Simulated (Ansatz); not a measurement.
**H: one change and its effect**

System: H (Cmce, 4 atoms in the cell).
Method of run 1: DFT PBEsol, scalar-relativistic, plane waves, PAW, no spin polarisation (Ansatz 0.2.0).

The structure derives from a Materials Project entry. Text and figures count atoms from 1; the logs count them from 0 in places.

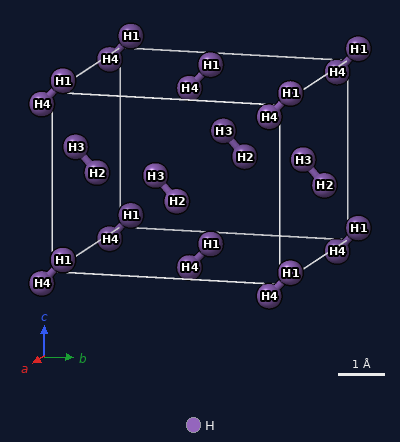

Figure 1. The structure as given in the input (ball-and-stick view of the cell 2 times as large as that of the calculation, set on its symmetry axes, seen slightly off an axis; atoms are numbered from 1 in the order of the input).

### The input, run 1
```yaml
crystal:
  lattice:
    - [2.6628336006, -2.6054083891, 0.0]
    - [2.6628336006, 2.6054083891, 0.0]
    - [0.0, 0.0, 4.01756346]
  atoms:
    - { symbol: H, position: [0.95329563, 0.04670437, 0.06850889] }
    - { symbol: H, position: [0.45329563, 0.54670437, 0.43149111] }
    - { symbol: H, position: [0.54670437, 0.45329563, 0.56850889] }
    - { symbol: H, position: [0.04670437, 0.95329563, 0.93149111] }
basis:
  ecutwfc: 420
kpoints:
  mp_grid: { grid: [6, 6, 6] }
hamiltonian:
  xc: pbesol
scf:
  occupations: { method: gaussian, width: 0.05 }
output:
  forces: true
  stress: true
  eigenvalues: true
```

Command:
```bash
ansatz run input.yaml --threads 1 --pin off --max-ram 1228MiB --backend cpu --events-out ev --progress --plain --runs-dir out
```

Hardware: 1 thread of an x86-64 CPU, shared host.

### Output, shortened to warnings, some set-up lines, iterations and results (run 1)
```
Basis set: ecut = 420 eV, 1077 PW (Γ), exchange–correlation on 50×50×54 points (8 copies of the dense FFT grid, shifted against one another)
Symmetry: 8 space group operations
k-points: 52 of 216
Initial density: superposition of atomic densities (neutral atoms: chi_scale 0, normalization atom), corrected by the library's trained network
[...]
SCF iter   1: F=—  HF=-62.446879 eV  |F-HF|=—  |Δ(HF+E_count)|=         —  Δρ=3.56e-3  dr2=4.75e-3  ethr=1.77e-3  ⟨swp⟩=3.3  Hψ=2459  notcnv=0
SCF iter   2: F=—  HF=-62.446246 eV  |F-HF|=—  |Δ(HF+E_count)|=   6.33e-4  Δρ=1.23e-3  dr2=5.37e-4  ethr=1.19e-4  ⟨swp⟩=1.0  Hψ=728  notcnv=0
SCF iter   3: F=—  HF=-62.446415 eV  |F-HF|=—  |Δ(HF+E_count)|=   1.70e-4  Δρ=7.83e-5  dr2=1.16e-6  ethr=1.34e-5  ⟨swp⟩=2.0  Hψ=414  notcnv=0
SCF iter   4: F=—  HF=-62.446429 eV  |F-HF|=—  |Δ(HF+E_count)|=   1.36e-5  Δρ=9.36e-6  dr2=1.70e-8  ethr=2.89e-8  ⟨swp⟩=2.0  Hψ=416  notcnv=0
SCF iter   5: F=-62.446429 eV  HF=-62.446429 eV  |F-HF|=1.22e-9  |Δ(HF+E_count)|=   5.96e-8  Δρ=7.48e-7  dr2=1.19e-10  ethr=4.25e-10  ⟨swp⟩=2.3  Hψ=414  notcnv=0
SCF iter   6: F=-62.446429 eV  HF=-62.446429 eV  |F-HF|=2.42e-13  |Δ(HF+E_count)|=   1.25e-9  Δρ=4.69e-8  dr2=9.96e-13  ethr=2.97e-12  ⟨swp⟩=1.0  Hψ=884  notcnv=0
SCF 1 converged in 6 iterations: F = -62.446429 eV  dr2 = 9.96e-13
SCF converged after 6 iterations
Free energy (F): -62.446429 eV
Harris-Foulkes:  -62.446429 eV  (|F-HF|=2.42e-13)
Internal energy: -62.446429 eV  (E = F + TS)
E sigma→0 (E₀):  -62.446429 eV
Fermi energy:    -3.652176 eV
--- Per-component energies (eV) ---
  E_band       = -35.883365
  E_kinetic    = 53.576219
  E_local      = -94.535148  (includes V_loc(G=0)·N_el)
  E_nonlocal   = 6.741137
  E_hartree    = 22.712599
  E_xc         = -34.229409
  E_vxc        = -44.340723  (∫ρ·V_xc dr)
  E_paw        = -2.175366  (= ΣΔE_a)
  E_vpaw       = -2.745008  (= ΣTr[D̂ρ^β])
  E_aug_tail   = -0.005033  (compensation charges beyond the density's cutoff)
  E_ewald      = -14.531428
  E_smearing   = -0.000000  (= −TS)
  E_closure    = -0.000000  (closes the sum)
  Σ components = -62.446429   (vs F -62.446429, Δ=0.00e0)
--- Forces (eV/Å), atoms counted from 1 ---
  atom   1  H      0.00000000     0.58239982     0.66004235
  atom   2  H      0.00000000     0.58239982    -0.66004235
  atom   3  H      0.00000000    -0.58239982     0.66004235
  atom   4  H      0.00000000    -0.58239982    -0.66004235
  max |Σ_I F_I| component: 5.42e-20 eV/Å
--- Stress (GPa, compression-positive) ---
        0.027692       0.000000       0.000000
        0.000000       1.593340       0.000000
        0.000000       0.000000       2.119184
  P = ⅓ Tr σ = 1.2467 GPa (12.467 kbar)
```

The input of run 2 differs as follows (lines with − go, lines with + come):
```diff
-    - [0.0, 0.0, 4.01756346]
+    - [0.0, 0.0, 4.07969073]
```

How does run 2 compare with run 1?

With the same functional and potentials, run 2 lies 2.5 meV per atom lower. The gap on the mesh goes from 9.23 to 9.19 eV. The pressure goes from 1.25 to 0.89 GPa. The largest force goes from 0.880 to 0.637 eV/Å. The volume per atom goes from 13.94 to 14.15 Å³. The number of SCF iterations is the same. The plane waves at Γ go from 1077 to 1097.

### Output, shortened to warnings, some set-up lines, iterations and results (run 2)
```
Basis set: ecut = 420 eV, 1097 PW (Γ), exchange–correlation on 50×50×60 points (8 copies of the dense FFT grid, shifted against one another)
Symmetry: 8 space group operations
k-points: 52 of 216
Initial density: superposition of atomic densities (neutral atoms: chi_scale 0, normalization atom), corrected by the library's trained network
[...]
SCF iter   1: F=—  HF=-62.456802 eV  |F-HF|=—  |Δ(HF+E_count)|=         —  Δρ=3.52e-3  dr2=4.74e-3  ethr=1.77e-3  ⟨swp⟩=3.3  Hψ=2460  notcnv=0
SCF iter   2: F=—  HF=-62.456185 eV  |F-HF|=—  |Δ(HF+E_count)|=   6.17e-4  Δρ=1.22e-3  dr2=5.37e-4  ethr=1.18e-4  ⟨swp⟩=1.0  Hψ=728  notcnv=0
SCF iter   3: F=—  HF=-62.456339 eV  |F-HF|=—  |Δ(HF+E_count)|=   1.55e-4  Δρ=7.73e-5  dr2=1.21e-6  ethr=1.34e-5  ⟨swp⟩=2.0  Hψ=415  notcnv=0
SCF iter   4: F=—  HF=-62.456349 eV  |F-HF|=—  |Δ(HF+E_count)|=   9.34e-6  Δρ=9.39e-6  dr2=1.77e-8  ethr=3.02e-8  ⟨swp⟩=2.0  Hψ=416  notcnv=0
SCF iter   5: F=-62.456349 eV  HF=-62.456349 eV  |F-HF|=1.09e-9  |Δ(HF+E_count)|=   4.56e-8  Δρ=6.96e-7  dr2=9.93e-11  ethr=4.43e-10  ⟨swp⟩=2.4  Hψ=408  notcnv=0
SCF iter   6: F=-62.456349 eV  HF=-62.456349 eV  |F-HF|=2.13e-14  |Δ(HF+E_count)|=   1.11e-9  Δρ=4.63e-8  dr2=9.10e-13  ethr=2.48e-12  ⟨swp⟩=1.0  Hψ=885  notcnv=0
SCF 1 converged in 6 iterations: F = -62.456349 eV  dr2 = 9.10e-13
SCF converged after 6 iterations
Free energy (F): -62.456349 eV
Harris-Foulkes:  -62.456349 eV  (|F-HF|=2.13e-14)
Internal energy: -62.456349 eV  (E = F + TS)
E sigma→0 (E₀):  -62.456349 eV
Fermi energy:    -3.677325 eV
--- Per-component energies (eV) ---
  E_band       = -35.821123
  E_kinetic    = 53.302746
  E_local      = -94.247720  (includes V_loc(G=0)·N_el)
  E_nonlocal   = 6.680589
  E_hartree    = 22.696815
  E_xc         = -34.143748
  E_vxc        = -44.229183  (∫ρ·V_xc dr)
  E_paw        = -2.152290  (= ΣΔE_a)
  E_vpaw       = -2.716196  (= ΣTr[D̂ρ^β])
  E_aug_tail   = -0.004982  (compensation charges beyond the density's cutoff)
  E_ewald      = -14.587758
  E_smearing   = -0.000000  (= −TS)
  E_closure    = -0.000000  (closes the sum)
  Σ components = -62.456349   (vs F -62.456349, Δ=0.00e0)
--- Forces (eV/Å), atoms counted from 1 ---
  atom   1  H     -0.00000000     0.41809883     0.48112249
  atom   2  H     -0.00000000     0.41809883    -0.48112249
  atom   3  H     -0.00000000    -0.41809883     0.48112249
  atom   4  H     -0.00000000    -0.41809883    -0.48112249
  max |Σ_I F_I| component: 1.63e-19 eV/Å
--- Stress (GPa, compression-positive) ---
        0.018871       0.000000       0.000000
        0.000000       1.107934       0.000000
        0.000000       0.000000       1.545256
  P = ⅓ Tr σ = 0.8907 GPa (8.907 kbar)
```

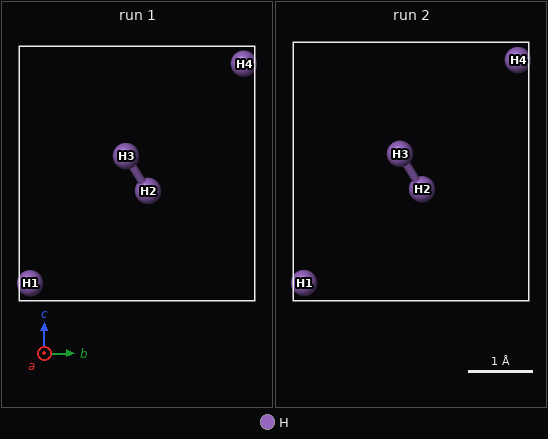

Figure 2. The two input geometries at one scale (ball-and-stick view of the cell of the calculation, along the a axis). No atom moves by more than 0.005 Å relative to the cell. The volume changes by +1.5 %, with a = b stay at 3.725 Å, c 4.018 → 4.080 Å (+1.5 %). Among the contacts that change: H1–H4 0.735 → 0.741 Å.

### The two runs side by side

| quantity | run 1 | run 2 |
| --- | --- | --- |
| outcome | converged | converged |
| free energy per atom (eV) | −15.6116 | −15.6141 |
| gap on the mesh (eV) | 9.23 | 9.19 |
| pressure (GPa) | 1.25 | 0.89 |
| volume per atom (Å³) | 13.94 | 14.15 |
| largest force (eV/Å) | 0.880 | 0.637 |
| SCF iterations | 6 | 6 |
| irreducible k-points | 52 | 52 |
| plane waves at Γ | 1077 | 1097 |
| wall time (shared host) | 0.53 s | 0.66 s |
